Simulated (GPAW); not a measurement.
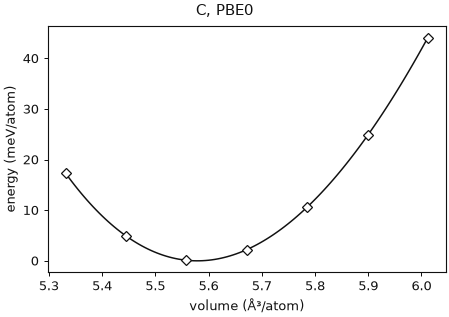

Energy against volume for C, space group Fd-3m (No. 227).

A third-order Birch–Murnaghan fit gives V0 = 5.58 Å³/atom, B0 = 472 GPa and B′ = 3.5. The energy is 17.35 meV/atom at volume 5.3315 Å³/atom and 44.06 meV/atom at 6.0122 Å³/atom; the lowest computed point is at volume 5.5584 Å³/atom (0.15 meV/atom).

Method: PAW DFT in plane waves, on a grid or in atomic orbitals, no spin polarisation; energies at scaled volumes of the given cell, shape and fractions fixed, counted from the fit's minimum, third-order Birch-Murnaghan fit (GPAW 26.7.0). Level: PBE0.

- k mesh: 5×5×5
- occupations: Fermi–Dirac
- smearing width: 0.05 eV
- potentials: GPAW PAW data sets (gpaw data 1.2.1)
- wave cutoff: 600 eV
- program settings: basis pw

Cell as given: a = 2.522 Å, b = 2.522 Å, c = 2.522 Å, α = 60.00°, β = 60.00°, γ = 60.00°; 2 atoms.

Keep in mind: coarse k mesh.

Input file:
```
import spglib
from ase import Atoms
from ase.eos import EquationOfState
from ase.io import Trajectory, read
from ase.units import GPa
from gpaw import GPAW, PW

atoms = read('C.cif')
cell, positions, numbers = spglib.find_primitive(
    (atoms.cell[:], atoms.get_scaled_positions(), atoms.numbers), symprec=1e-4)
atoms = Atoms(numbers, cell=cell, scaled_positions=positions, pbc=True)

traj = Trajectory('eos.traj', 'w')
volumes, energies = [], []
for x in [0.94, 0.96, 0.98, 1.0, 1.02, 1.04, 1.06]:
    a = atoms.copy()
    a.set_cell(atoms.cell * x**(1 / 3), scale_atoms=True)
    calc = GPAW(mode=PW(600),
                xc='PBE0',
                kpts={'size': (5, 5, 5), 'gamma': True},
                occupations={'name': 'fermi-dirac', 'width': 0.05},
                nbands=9,
                convergence={'density': 1e-05, 'energy': 1e-05},
                maxiter=60,
                txt=f'eos-{x:.2f}.txt')
    a.calc = calc
    energies.append(a.get_potential_energy(force_consistent=True))
    volumes.append(a.get_volume())
    calc.write(f'eos-{x:.2f}.gpw')
    traj.write(a)
    print(f'{x:.2f} {volumes[-1]:10.4f} A^3 {energies[-1]:14.6f} eV', flush=True)

v0, e0, B = EquationOfState(volumes, energies, eos='birchmurnaghan').fit()
print(f'V0 = {v0:.4f} A^3, E0 = {e0:.6f} eV, B0 = {B / GPa:.2f} GPa')
```

Run as:
```bash
OMP_NUM_THREADS=1 python run.py
```
